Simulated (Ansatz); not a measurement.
## Al48N48: single-point calculation (part 2 of 2)

The same run, continued: Al48N48 (P1, 96 atoms in the cell); DFT, PBE, PAW, plane waves (Ansatz 0.2.0); cutoff 420 eV, 1×1×1 k-mesh, Fermi–Dirac smearing of 0.01 eV. The structure was built on a prototype by a generator.

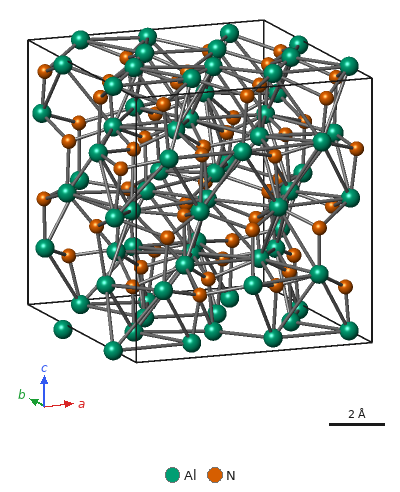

Figure 1. The structure (ball-and-stick view of the cell of the calculation, seen slightly off an axis).

Log, continued
```
--- Forces (eV/Å), atoms counted from 1 ---
  atom   1  Al     0.49352536     0.41359086     1.10016253
  atom   2  Al    -1.20711667    -3.02133767     2.21141062
  atom   3  Al    -6.83268793    -2.13410142     2.03229948
  atom   4  Al     2.56881909    -0.08972510     3.96164976
  atom   5  Al    -9.87474974     0.52165683     2.96661062
  atom   6  Al    10.15158972    -6.79144619     3.06568532
  atom   7  Al    -7.26632185    -5.54143947     1.27885757
  atom   8  Al    -1.76981316    -3.93194738     0.08128345
  atom   9  Al    -3.60150353     0.34661292   -19.03413758
  atom  10  Al     0.77890483     4.20996505    -1.74150810
  atom  11  Al    -6.01317424    -5.54331860     2.17173686
  atom  12  Al     3.46221236    -2.02759440    -8.69901444
  atom  13  Al     3.73619922    -3.92881850     0.72218662
  atom  14  Al     1.23024964     0.13820369    -5.58069385
  atom  15  Al    -1.21893771    -2.55218208   -13.85851715
  atom  16  Al    -3.19375198    -0.98125117     2.15077307
  atom  17  Al     1.78951455     1.57989751    -0.51108872
  atom  18  Al     0.62459329     2.06317888    -4.48507985
  atom  19  Al   -10.56251076    -5.88382030     6.46392834
  atom  20  Al    -5.11192340     1.52482305    -2.21963102
  atom  21  Al   -18.22589704   -11.38403001     8.62215821
  atom  22  Al     3.00529181     8.41130695     1.11244128
  atom  23  Al     9.12075507    -7.63848027     2.31578892
  atom  24  Al    -2.65454760    -3.35559488    -5.07197251
  atom  25  Al     0.75622080    -3.16458272    -1.40702759
  atom  26  Al     3.35994848     1.71314500    -5.72268161
  atom  27  Al     2.94892824     2.40735128     0.13783086
  atom  28  Al     3.92962428     2.22315154    -0.67181310
  atom  29  Al     3.81247460     2.82671729     2.60276902
  atom  30  Al    -2.55513810     3.80842088    -5.57141973
  atom  31  Al    -0.92224681     2.33919029     1.68591683
  atom  32  Al     1.35778848     2.69318116     0.83664136
  atom  33  Al     1.55107659     4.12132158     1.97255089
  atom  34  Al     1.63936860     0.89312022    -0.46734070
  atom  35  Al    24.36732880    15.11354667     9.23836653
  atom  36  Al    -0.41996781     2.24407274     1.62007192
  atom  37  Al    -1.45312695     8.85502511     7.58567158
  atom  38  Al    -4.78266149    -3.50484669     1.48088455
  atom  39  Al    -1.49698181     0.11356923     2.99693218
  atom  40  Al    -4.97987059     0.71130318    -1.82284156
  atom  41  Al    -4.59067847    -1.60810719     1.55132351
  atom  42  Al    -2.04916596    -2.58121726     0.42858020
  atom  43  Al    -2.40636254   -14.62672266    -0.36153127
  atom  44  Al    -1.43764079   -24.76668710     8.57473856
  atom  45  Al    -3.69034993    -4.77084962     3.19835433
  atom  46  Al     3.68643663    -2.13213484     0.98326873
  atom  47  Al    12.67202728     6.40668724     0.03189085
  atom  48  Al     2.96327946    -2.87586236     3.92235064
  atom  49  N      4.94224365     2.27728341     3.91074856
  atom  50  N     -2.19713304     1.69130662    -1.64017425
  atom  51  N     -0.33007895     0.63988709     0.83415613
  atom  52  N     -9.87310414     6.87587055    -4.38438023
  atom  53  N      2.63645525     1.49206107     5.83874498
  atom  54  N     -3.35473409    -6.02537421    -3.90254486
  atom  55  N     18.13791986    12.03375115    -7.40297564
  atom  56  N     -2.94687967     1.50894601    -1.58269349
  atom  57  N      3.11135814     8.58111271    -5.99355174
  atom  58  N      0.47391109     0.10265735    -1.27628507
  atom  59  N      8.26225396     4.41552933    -4.20434213
  atom  60  N      6.06255756     0.79838743    -0.84871123
  atom  61  N      1.53484473     0.17167369    -1.40380598
  atom  62  N     -0.25518747    -3.85310807     1.15018163
  atom  63  N      7.25506133     1.95434516    -2.83803873
  atom  64  N     -0.29160800     1.30591711    -0.31767265
  atom  65  N      2.83729349     1.53067242    -1.67962301
  atom  66  N      1.41509064    -8.36741956    -4.96879010
  atom  67  N     -1.05313456     1.72418853    -1.65199686
  atom  68  N     -2.91609552    -0.06278418     7.14377900
  atom  69  N      1.89503904     6.00802472    -4.91076064
  atom  70  N      4.48860579     3.87028241    -0.31522473
  atom  71  N     -1.60346438     1.51967303    -2.37157424
  atom  72  N      0.86870166     3.54085020     5.43803527
  atom  73  N     -3.62255163    -1.36137484    -0.58635835
  atom  74  N     -1.56789315    -2.55891677    -0.06591545
  atom  75  N      3.32293937    -2.16527080    -1.04774348
  atom  76  N      0.17137372    -1.77893178     1.49926355
  atom  77  N     -7.53883431    -1.80678404    -1.62656388
  atom  78  N     -0.66747364     3.23464094    -1.39083087
  atom  79  N    -25.89754092   -14.25961478    -9.10045095
  atom  80  N      3.21072590    -2.21684753    -2.02364850
  atom  81  N     -7.41713727    -4.57416107    13.93635475
  atom  82  N      2.44388108    -0.78630551     5.66551106
  atom  83  N      1.18917437    -0.39023407    -0.16137541
  atom  84  N     -0.44053008     0.27955092     8.73610832
  atom  85  N      4.38830826    -0.33262905     2.86357457
  atom  86  N     -3.21260085    -0.12309983     4.61299364
  atom  87  N     -1.02242841    -0.91227785    16.39589003
  atom  88  N     -0.34951854    -0.80159107     1.49093343
  atom  89  N      9.48778729    -5.16095011    -2.14605972
  atom  90  N      2.36007957    -1.90255430     1.34969430
  atom  91  N      1.39749068     0.97036728    -3.15721896
  atom  92  N     -1.32392208     0.57697955     0.34583985
  atom  93  N      1.75335335     5.86439054    -3.35543980
  atom  94  N     -1.89751780     0.69390626    -0.19740145
  atom  95  N     -8.49517193     7.22830259   -10.30790261
  atom  96  N      2.93909747    27.70680611    -6.23061951
  max |Σ_I F_I| component: 7.61e-5 eV/Å
--- Band table (eV) ---
  k-point 0: bands = ["-9.6056", "-8.4853", "-8.3705", "-8.0757", "-7.8429", "-7.7933", "-7.7349", "-7.5986", "-7.4869", "-7.4693", ... 78 levels left out ..., "3.0853", "3.1707", "3.1945", "3.2219", "3.3367", "3.3631", "3.4205", "3.4577", "3.4718", "3.5103", "3.5809", "3.6416", "3.6815", "3.7366", "3.8161", "3.8497", "3.9151", "3.9676", "4.0420", "4.1678", "4.2131", "4.2304", "4.3234", "4.4031", "4.4125", "4.4620", "4.5059", "4.5871", "4.6246",
      "4.6604", "4.6852", "4.7480", "4.7752", "4.8206", "4.8562", "4.9011", "4.9483", "4.9598", "4.9962", "5.0378", "5.0857", "5.1524", "5.1622", "5.1874", "5.2372", "5.2520", "5.3078", "5.3484", "5.3577", "5.4202", "5.4469", "5.4531", "5.5462", "5.5710", "5.6121", "5.6389", "5.6650", "5.7077", "5.7351", "5.7411", "5.7647", "5.7950", "5.8621", "5.8868", "5.9487", "5.9880", "6.0061", "6.0563", "6.1165",
      "6.1360", "6.1687", "6.2047", "6.2285", "6.2705", "6.2911", "6.3684", "6.4292", "6.4366", "6.4984", "6.5411", "6.5937", "6.6315", "6.6472", "6.7501", "6.8234", "6.8465", "6.8944", "6.9592", "7.0511", "7.1067", "7.1496", "7.1733", "7.2620", "7.3350", "7.3934", "7.4801", "7.5343", "7.6174", "7.6965", "7.7232", "7.8047", "8.0700", "8.2437", "8.4280", "10.0401", "10.6502", "10.7934", "11.0490", "11.2031",
      "11.2632", "11.3787", "11.5264", "11.6716", "11.7890", "11.9285", "11.9640", "12.1162", "12.2239", "12.3494", "12.3683", "12.4321", "12.5309", "12.5813", "12.6591", "12.7512", "12.8093", "12.8267", "12.9561", "13.0010", "13.0579", "13.1537", "13.2335", "13.2933", "13.3550", "13.3789", "13.4648", "13.5044", "13.5933", "13.6449", "13.7400", "13.8191", "13.9152", "13.9623", "14.0418", "14.0848", "14.1892", "14.2245", "14.2431", "14.2786",
      "14.3796", "14.4285", "14.4607", "14.5680", "14.6341", "14.6729", "14.7233", "14.7501", "14.8240", "14.8799", "15.0421", "15.0635", "15.1856", "15.2561", "15.2911", "15.3472", "15.3859", "15.4580", "15.5431", "15.5760", "15.6320", "15.6375", "15.7409", "15.7716", "15.8241", "15.8814", "15.9409", "16.0337", "16.0902", "16.1522", "16.1994", "16.2254", "16.2281", "16.3548", "16.4298", "16.4724", "16.5203", "16.5540", "16.6274", "16.7378",
      "16.7453", "16.8349", "16.8918", "16.9060", "16.9635", "17.0240", "17.0517", "17.1006", "17.2335", "17.2486", "17.3264"]
--- Löwdin populations: 96 sites ---
  site symbol       q [e]
     0     Al      1.9361
     1     Al      1.9410
     2     Al      1.9335
     3     Al      1.9352
     4     Al      1.8165
     5     Al      1.8731
     6     Al      1.8543
     7     Al      1.8506
     8     Al      1.8080
     9     Al      1.8969
    10     Al      1.8678
    11     Al      1.8988
    12     Al      1.8624
    13     Al      1.8957
    14     Al      1.8063
    15     Al      1.9066
    16     Al      1.9344
    17     Al      1.9575
    18     Al      1.8792
    19     Al      1.8577
    20     Al      1.8924
    21     Al      1.8520
    22     Al      1.8785
    23     Al      1.9820
    24     Al      1.9416
    25     Al      1.8754
    26     Al      1.9138
    27     Al      1.9286
    28     Al      1.9075
    29     Al      1.8826
    30     Al      1.9687
    31     Al      1.8797
    32     Al      1.9065
    33     Al      1.9241
    34     Al      1.7999
    35     Al      1.8938
    36     Al      1.8068
    37     Al      1.8868
    38     Al      1.9814
    39     Al      1.9071
    40     Al      1.8825
    41     Al      1.9231
    42     Al      1.7300
    43     Al      1.8561
    44     Al      1.9342
    45     Al      1.8662
    46     Al      1.8043
    47     Al      1.9775
    48      N      6.0443
    49      N      5.9926
    50      N      5.9954
    51      N      6.0666
    52      N      6.0470
    53      N      6.0116
    54      N      6.0752
    55      N      5.9999
    56      N      6.1178
    57      N      6.0214
    58      N      6.0728
    59      N      6.0182
    60      N      6.0226
    61      N      6.0058
    62      N      6.0613
    63      N      5.9283
    64      N      6.0135
    65      N      6.1019
    66      N      5.9420
    67      N      6.0134
    68      N      6.2053
    69      N      5.9772
    70      N      5.9838
    71      N      5.9931
    72      N      5.9984
    73      N      5.9891
    74      N      6.0340
    75      N      5.9572
    76      N      6.0280
    77      N      6.0383
    78      N      6.1186
    79      N      6.0787
    80      N      6.1570
    81      N      6.0218
    82      N      5.9744
    83      N      6.0240
    84      N      6.0313
    85      N      6.0724
    86      N      6.0588
    87      N      5.9816
    88      N      6.0775
    89      N      6.0572
    90      N      5.9299
    91      N      6.0991
    92      N      5.9930
    93      N      6.0782
    94      N      6.1906
    95      N      6.0839
  spilling = 0.009170 (of n_electrons = 384.000000)
```

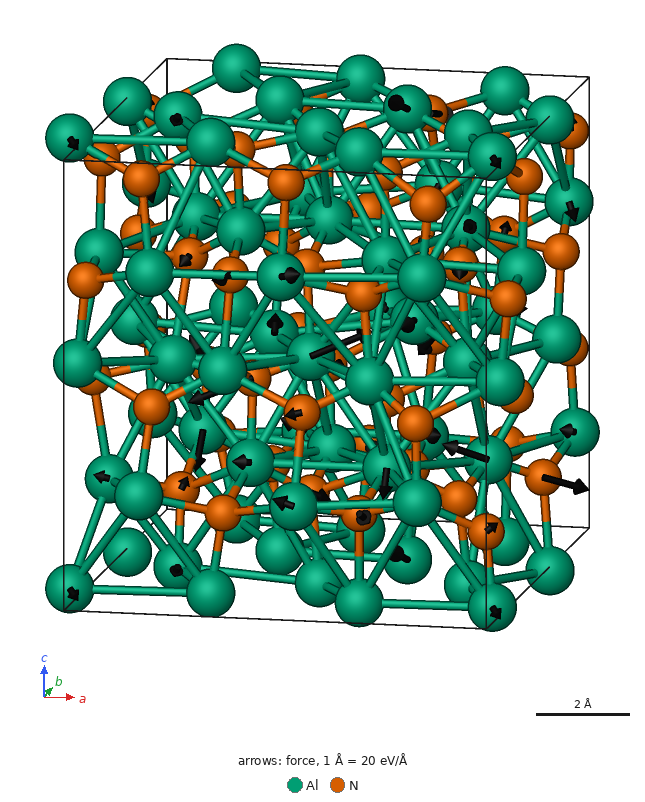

Figure 2. Forces on the atoms as black arrows (ball-and-stick view of the cell of the calculation, seen slightly off an axis); the smallest are left out. The largest act on N79 (30.93 eV/Å); Al35 (30.13 eV/Å); N96 (28.55 eV/Å); Al44 (26.25 eV/Å), among others. Atoms are counted from 1 in the order of the input and aren't labelled in the picture. 
